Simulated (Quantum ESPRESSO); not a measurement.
## Run report: Ag, density-of-states run (part 1 of 4)

- system: Ag (Fm-3m, 1 atom in the cell)
- method: Kohn-Sham DFT of a periodic cell, AM05, spin-orbit coupling, PseudoDojo 0.4 FR PBE standard (Quantum ESPRESSO 7.5)

The structure derives from an entry of the Crystallography Open Database. The geometry was changed: volume scaled by 1.04.

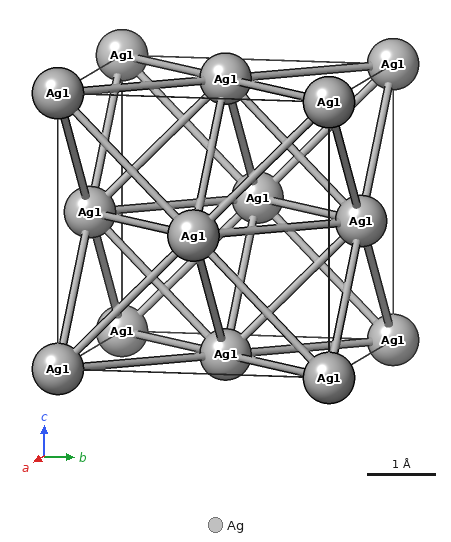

Figure 1. The input geometry (ball-and-stick view of the cell 4 times as large as that of the calculation, set on its symmetry axes, seen slightly off an axis; atoms are numbered from 1 in the order of the input). An atom can appear more than once, as a periodic image. Near neighbours in the periodic cell (some may lie outside the picture): Ag has 12 Ag at 2.93 Å.

Input
```
&CONTROL
  calculation = 'scf'
  prefix = 'pwscf'
  outdir = './tmp'
  pseudo_dir = './pseudo'
  tprnfor = .true.
  tstress = .true.
  disk_io = 'low'
/
&SYSTEM
  ibrav = 0
  nat = 1
  ntyp = 1
  ecutwfc = 82
  nbnd = 38
  input_dft = 'XC-000I-000I-120L-135L-000I-000I'
  occupations = 'smearing'
  smearing = 'fd'
  degauss = 0.00367493
  noncolin = .true.
  lspinorb = .true.
  starting_magnetization(1) = 0.0263
  angle1(1) = 54.74
  angle2(1) = 45
/
&ELECTRONS
  conv_thr = 2d-10
  electron_maxstep = 120
  mixing_beta = 0.3
/
ATOMIC_SPECIES
Ag   107.8682 Ag.upf
CELL_PARAMETERS angstrom
   0.0000000000    2.0696313722    2.0696313722
   2.0696313722    0.0000000000    2.0696313722
   2.0696313722    2.0696313722    0.0000000000
ATOMIC_POSITIONS crystal
Ag     0.0000000000    0.0000000000    0.0000000000
K_POINTS automatic
9 9 9 0 0 0
```

File pp_density.in
```
&INPUTPP
  prefix = 'pwscf'
  outdir = './tmp'
  filplot = 'density.dat'
  plot_num = 0
/
&PLOT
  nfile = 1
  filepp(1) = 'density.dat'
  iflag = 3
  output_format = 6
  fileout = 'density.cube'
/
```

File pp_potential.in
```
&INPUTPP
  prefix = 'pwscf'
  outdir = './tmp'
  filplot = 'potential.dat'
  plot_num = 11
/
&PLOT
  nfile = 1
  filepp(1) = 'potential.dat'
  iflag = 3
  output_format = 6
  fileout = 'potential.cube'
/
```

File nscf.in
```
&CONTROL
  calculation = 'nscf'
  prefix = 'pwscf'
  outdir = './tmp'
  pseudo_dir = './pseudo'
  disk_io = 'low'
/
&SYSTEM
  ibrav = 0
  nat = 1
  ntyp = 1
  ecutwfc = 82
  nbnd = 38
  input_dft = 'XC-000I-000I-120L-135L-000I-000I'
  occupations = 'tetrahedra_opt'
  noncolin = .true.
  lspinorb = .true.
  starting_magnetization(1) = 0.0263
  angle1(1) = 54.74
  angle2(1) = 45
/
&ELECTRONS
  conv_thr = 1d-08
  electron_maxstep = 120
  mixing_beta = 0.3
/
ATOMIC_SPECIES
Ag   107.8682 Ag.upf
CELL_PARAMETERS angstrom
   0.0000000000    2.0696313722    2.0696313722
   2.0696313722    0.0000000000    2.0696313722
   2.0696313722    2.0696313722    0.0000000000
ATOMIC_POSITIONS crystal
Ag     0.0000000000    0.0000000000    0.0000000000
K_POINTS automatic
14 14 14 0 0 0
```

File dos.in
```
&DOS
  prefix = 'pwscf'
  outdir = './tmp'
  fildos = 'dos.dat'
  Emin = 1
  Emax = 26
  DeltaE = 0.05
/
```

Machine: 1 thread of AMD EPYC (Zen 3), 24 GiB of memory available, shared host.

Run as:
```bash
OMP_NUM_THREADS=1 pw.x -in pw.in > pw.out
OMP_NUM_THREADS=1 pp.x -in pp_density.in > pp_density.out
OMP_NUM_THREADS=1 pp.x -in pp_potential.in > pp_potential.out
OMP_NUM_THREADS=1 pw.x -in nscf.in > nscf.out
OMP_NUM_THREADS=1 dos.x -in dos.in > dos.out
```

Log
```
This program is part of the open-source Quantum ESPRESSO suite
     for quantum simulation of materials; please cite
         "P. Giannozzi et al., J. Phys.:Condens. Matter 21 395502 (2009);
         "P. Giannozzi et al., J. Phys.:Condens. Matter 29 465901 (2017);
         "P. Giannozzi et al., J. Chem. Phys. 152 154105 (2020);
          URL
     in publications or presentations arising from this work. More details at

     IMPORTANT: XC functional enforced from input :
     Exchange-correlation= XC-000I-000I-120L-135L-000I-000I
                           (   0   0 120 135   0   0   0)
     Any further DFT definition will be discarded
     Please, verify this is what you really want

     Fixed quantization axis for GGA:     0.577382    0.577382    0.577288
     Message from routine setup:
     using ibrav=0 with symmetry is DISCOURAGED, use correct ibrav instead

     G-vector sticks info
     --------------------
     sticks:   dense  smooth     PW     G-vecs:    dense   smooth      PW
     Sum         685     685    211                12039    12039    2085

     Using Slab Decomposition

     bravais-lattice index     =            0
     lattice parameter (alat)  =       5.5310  a.u.
     unit-cell volume          =     119.6480 (a.u.)^3
     number of atoms/cell      =            1
     number of atomic types    =            1
     number of electrons       =        19.00
     number of Kohn-Sham states=           38
     kinetic-energy cutoff     =      82.0000  Ry
     charge density cutoff     =     328.0000  Ry
     scf convergence threshold =      2.0E-10
     mixing beta               =       0.3000
     number of iterations used =            8  plain     mixing
     Exchange-correlation= XC-000I-000I-120L-135L-000I-000I
                           (   0   0 120 135   0   0   0)
     Noncollinear calculation with spin-orbit

     celldm(1)=   5.531041  celldm(2)=   0.000000  celldm(3)=   0.000000
     celldm(4)=   0.000000  celldm(5)=   0.000000  celldm(6)=   0.000000

     crystal axes: (cart. coord. in units of alat)
               a(1) = (   0.000000   0.707107   0.707107 )
               a(2) = (   0.707107   0.000000   0.707107 )
               a(3) = (   0.707107   0.707107   0.000000 )

     reciprocal axes: (cart. coord. in units 2 pi/alat)
               b(1) = ( -0.707107  0.707107  0.707107 )
               b(2) = (  0.707107 -0.707107  0.707107 )
               b(3) = (  0.707107  0.707107 -0.707107 )

     PseudoPot. # 1 for Ag read from file:
     Ag.upf
     Pseudo is Norm-conserving + core correction, Zval = 19.0
     Generated using ONCVPSP code by D. R. Hamann
     Using radial grid of 1538 points, 10 beta functions with:
                l(1) =   0
                l(2) =   0
                l(3) =   1
                l(4) =   1
                l(5) =   1
                l(6) =   1
                l(7) =   2
                l(8) =   2
                l(9) =   2
               l(10) =   2

     atomic species   valence    mass     pseudopotential
     Ag               19.00   107.86820     Ag( 1.00)

     12 Sym. Ops., with inversion, found

   Cartesian axes

     site n.     atom                  positions (alat units)
         1        Ag     tau(   1) = (   0.0000000   0.0000000   0.0000000  )

     number of k points=    85  Fermi-Dirac smearing, width (Ry)=  0.0037
                       cart. coord. in units 2pi/alat
        k(    1) = (   0.0000000   0.0000000   0.0000000), wk =   0.0013717
        k(    2) = (   0.0785674   0.0785674  -0.0785674), wk =   0.0082305
        k(    3) = (   0.1571348   0.1571348  -0.1571348), wk =   0.0082305
        k(    4) = (   0.2357023   0.2357023  -0.2357023), wk =   0.0082305
        k(    5) = (   0.3142697   0.3142697  -0.3142697), wk =   0.0082305
        k(    6) = (   0.1571348   0.0000000  -0.0000000), wk =   0.0082305
        k(    7) = (   0.2357023   0.0785674  -0.0785674), wk =   0.0164609
        k(    8) = (   0.3142697   0.1571348  -0.1571348), wk =   0.0164609
        k(    9) = (   0.3928371   0.2357023  -0.2357023), wk =   0.0164609
        k(   10) = (  -0.2357023  -0.3928371   0.3928371), wk =   0.0164609
        k(   11) = (  -0.1571348  -0.3142697   0.3142697), wk =   0.0164609
        k(   12) = (  -0.0785674  -0.2357023   0.2357023), wk =   0.0164609
        k(   13) = (  -0.0000000  -0.1571348   0.1571348), wk =   0.0082305
        k(   14) = (   0.3142697   0.0000000  -0.0000000), wk =   0.0082305
        k(   15) = (   0.3928371   0.0785674  -0.0785674), wk =   0.0164609
        k(   16) = (   0.4714045   0.1571348  -0.1571348), wk =   0.0164609
        k(   17) = (  -0.1571348  -0.4714045   0.4714045), wk =   0.0164609
        k(   18) = (  -0.0785674  -0.3928371   0.3928371), wk =   0.0164609
        k(   19) = (  -0.0000000  -0.3142697   0.3142697), wk =   0.0082305
        k(   20) = (   0.4714045   0.0000000  -0.0000000), wk =   0.0082305
        k(   21) = (   0.5499719   0.0785674  -0.0785674), wk =   0.0164609
        k(   22) = (  -0.0785674  -0.5499719   0.5499719), wk =   0.0164609
        k(   23) = (  -0.0000000  -0.4714045   0.4714045), wk =   0.0082305
        k(   24) = (   0.6285394   0.0000000  -0.0000000), wk =   0.0082305
        k(   25) = (  -0.0000000  -0.6285394   0.6285394), wk =   0.0082305
        k(   26) = (   0.3142697   0.1571348  -0.0000000), wk =   0.0164609
        k(   27) = (   0.3928371   0.2357023  -0.0785674), wk =   0.0164609
        k(   28) = (  -0.2357023  -0.3928371   0.5499719), wk =   0.0164609
        k(   29) = (   0.4714045   0.1571348  -0.0000000), wk =   0.0164609
        k(   30) = (  -0.1571348  -0.4714045   0.6285394), wk =   0.0164609
        k(   31) = (  -0.0785674  -0.3928371   0.5499719), wk =   0.0164609
        k(   32) = (   0.0000000  -0.3142697   0.4714045), wk =   0.0164609
        k(   33) = (  -0.0785674  -0.5499719   0.7071068), wk =   0.0164609
        k(   34) = (  -0.0000000  -0.4714045   0.6285394), wk =   0.0164609
        k(   35) = (  -0.0785674  -0.3928371   0.7071068), wk =   0.0164609
        k(   36) = (   0.0785674   0.0785674   0.0785674), wk =   0.0027435
        k(   37) = (   0.1571348   0.1571348   0.1571348), wk =   0.0027435
        k(   38) = (   0.2357023   0.2357023   0.2357023), wk =   0.0027435
        k(   39) = (   0.3142697   0.3142697   0.3142697), wk =   0.0027435
        k(   40) = (   0.2357023  -0.0785674  -0.0785674), wk =   0.0082305
        k(   41) = (   0.2357023   0.0785674   0.0785674), wk =   0.0082305
        k(   42) = (   0.3142697  -0.1571348  -0.1571348), wk =   0.0082305
        k(   43) = (   0.3142697   0.1571348   0.1571348), wk =   0.0082305
        k(   44) = (   0.3928371  -0.2357023  -0.2357023), wk =   0.0082305
        k(   45) = (   0.3928371   0.2357023   0.2357023), wk =   0.0082305
        k(   46) = (  -0.2357023   0.3928371   0.3928371), wk =   0.0082305
        k(   47) = (  -0.2357023  -0.3928371  -0.3928371), wk =   0.0082305
        k(   48) = (  -0.1571348   0.3142697   0.3142697), wk =   0.0082305
        k(   49) = (  -0.1571348  -0.3142697  -0.3142697), wk =   0.0082305
        k(   50) = (  -0.0785674   0.2357023   0.2357023), wk =   0.0082305
        k(   51) = (  -0.0785674  -0.2357023  -0.2357023), wk =   0.0082305
        k(   52) = (  -0.0000000   0.1571348   0.1571348), wk =   0.0082305
        k(   53) = (   0.3928371  -0.0785674  -0.0785674), wk =   0.0082305
        k(   54) = (   0.3928371   0.0785674   0.0785674), wk =   0.0082305
        k(   55) = (   0.4714045  -0.1571348  -0.1571348), wk =   0.0082305
        k(   56) = (   0.4714045   0.1571348   0.1571348), wk =   0.0082305
        k(   57) = (  -0.1571348   0.4714045   0.4714045), wk =   0.0082305
        k(   58) = (  -0.1571348  -0.4714045  -0.4714045), wk =   0.0082305
        k(   59) = (  -0.0785674   0.3928371   0.3928371), wk =   0.0082305
        k(   60) = (  -0.0785674  -0.3928371  -0.3928371), wk =   0.0082305
        k(   61) = (  -0.0000000   0.3142697   0.3142697), wk =   0.0082305
        k(   62) = (   0.5499719  -0.0785674  -0.0785674), wk =   0.0082305
        k(   63) = (   0.5499719   0.0785674   0.0785674), wk =   0.0082305
        k(   64) = (  -0.0785674   0.5499719   0.5499719), wk =   0.0082305
        k(   65) = (  -0.0785674  -0.5499719  -0.5499719), wk =   0.0082305
        k(   66) = (   0.0000000   0.4714045   0.4714045), wk =   0.0082305
        k(   67) = (  -0.0000000   0.6285394   0.6285394), wk =   0.0082305
        k(   68) = (  -0.3142697   0.0000000   0.1571348), wk =   0.0164609
        k(   69) = (  -0.3928371  -0.0785674   0.2357023), wk =   0.0164609
        k(   70) = (   0.3928371  -0.0785674  -0.2357023), wk =   0.0164609
        k(   71) = (   0.3928371   0.0785674   0.2357023), wk =   0.0164609
        k(   72) = (   0.2357023   0.5499719  -0.3928371), wk =   0.0164609
        k(   73) = (  -0.2357023   0.5499719   0.3928371), wk =   0.0164609
        k(   74) = (  -0.2357023  -0.5499719  -0.3928371), wk =   0.0164609
        k(   75) = (  -0.4714045   0.0000000   0.1571348), wk =   0.0164609
        k(   76) = (   0.1571348   0.6285394  -0.4714045), wk =   0.0164609
        k(   77) = (  -0.1571348   0.6285394   0.4714045), wk =   0.0164609
        k(   78) = (  -0.1571348  -0.6285394  -0.4714045), wk =   0.0164609
        k(   79) = (   0.0785674   0.5499719  -0.3928371), wk =   0.0164609
        k(   80) = (  -0.0785674   0.5499719   0.3928371), wk =   0.0164609
        k(   81) = (  -0.0785674  -0.5499719  -0.3928371), wk =   0.0164609
        k(   82) = (  -0.0000000   0.4714045   0.3142697), wk =   0.0164609
        k(   83) = (   0.0785674   0.7071068  -0.5499719), wk =   0.0164609
        k(   84) = (  -0.0000000   0.6285394   0.4714045), wk =   0.0164609
        k(   85) = (   0.0785674   0.7071068  -0.3928371), wk =   0.0164609

     Dense  grid:    12039 G-vectors     FFT dimensions: (  32,  32,  32)

     WARNING: libxc functional with ID  120 depends
      on external parameters: check the user_guide of
      QE if you need to modify them or to check their
      default values.

     WARNING: libxc functional with ID  135 depends
      on external parameters: check the user_guide of
      QE if you need to modify them or to check their
      default values.
     Generating pointlists ...
     new r_m :   0.4125 (alat units)  2.2816 (a.u.) for type    1

     Initial potential from superposition of free atoms

     starting charge      18.9995, renormalised to      19.0000

 ==============================================================================
     atom number    1 relative position :    0.0000   0.0000   0.0000
     charge :    17.900097  (integrated on a sphere of radius 0.413)
     magnetization :          0.271815    0.271815    0.271771
     magnetization/charge:    0.015185    0.015185    0.015183
     polar coord.: r, theta, phi [deg] :     0.470773   54.740000   45.000000

 ==============================================================================
     Starting wfcs are   20 randomized atomic wfcs +   18 random wfcs

     Self-consistent Calculation

     iteration #  1     ecut=    82.00 Ry     beta= 0.30
     Davidson diagonalization with overlap
     ethr =  1.00E-02,  avg # of iterations =  6.5

     Threshold (ethr) on eigenvalues was too large:
     Diagonalizing with lowered threshold

     Davidson diagonalization with overlap
     ethr =  4.72E-04,  avg # of iterations =  1.4

     total energy              =    -309.44435466 Ry
     estimated scf accuracy    <       0.09089393 Ry

     total magnetization       =     0.00     0.00     0.00 Bohr mag/cell
     absolute magnetization    =     0.04 Bohr mag/cell

     iteration #  2     ecut=    82.00 Ry     beta= 0.30
     Davidson diagonalization with overlap
     ethr =  4.78E-04,  avg # of iterations =  1.1

     total energy              =    -309.45579000 Ry
     estimated scf accuracy    <       0.00575718 Ry

     total magnetization       =     0.00     0.00     0.00 Bohr mag/cell
     absolute magnetization    =     0.03 Bohr mag/cell

     iteration #  3     ecut=    82.00 Ry     beta= 0.30
     Davidson diagonalization with overlap
     ethr =  3.03E-05,  avg # of iterations =  3.2

     total energy              =    -309.45652539 Ry
     estimated scf accuracy    <       0.00172975 Ry

     total magnetization       =     0.00     0.00     0.00 Bohr mag/cell
     absolute magnetization    =     0.02 Bohr mag/cell

     iteration #  4     ecut=    82.00 Ry     beta= 0.30
     Davidson diagonalization with overlap
     ethr =  9.10E-06,  avg # of iterations =  1.7

     total energy              =    -309.45664051 Ry
     estimated scf accuracy    <       0.00006643 Ry

     total magnetization       =    -0.00    -0.00    -0.00 Bohr mag/cell
     absolute magnetization    =     0.00 Bohr mag/cell

     iteration #  5     ecut=    82.00 Ry     beta= 0.30
     Davidson diagonalization with overlap
     ethr =  3.50E-07,  avg # of iterations =  2.4

     total energy              =    -309.45662352 Ry
     estimated scf accuracy    <       0.00003207 Ry

     total magnetization       =    -0.00    -0.00    -0.00 Bohr mag/cell
     absolute magnetization    =     0.00 Bohr mag/cell

     iteration #  6     ecut=    82.00 Ry     beta= 0.30
     Davidson diagonalization with overlap
     ethr =  1.69E-07,  avg # of iterations =  2.0

     total energy              =    -309.45662895 Ry
     estimated scf accuracy    <       0.00000632 Ry

     total magnetization       =    -0.00    -0.00    -0.00 Bohr mag/cell
     absolute magnetization    =     0.00 Bohr mag/cell

     iteration #  7     ecut=    82.00 Ry     beta= 0.30
     Davidson diagonalization with overlap
     ethr =  3.33E-08,  avg # of iterations =  1.0

     total energy              =    -309.45662917 Ry
     estimated scf accuracy    <       0.00000072 Ry

     total magnetization       =    -0.00    -0.00    -0.00 Bohr mag/cell
     absolute magnetization    =     0.00 Bohr mag/cell

     iteration #  8     ecut=    82.00 Ry     beta= 0.30
     Davidson diagonalization with overlap
     ethr =  3.80E-09,  avg # of iterations =  2.0
```
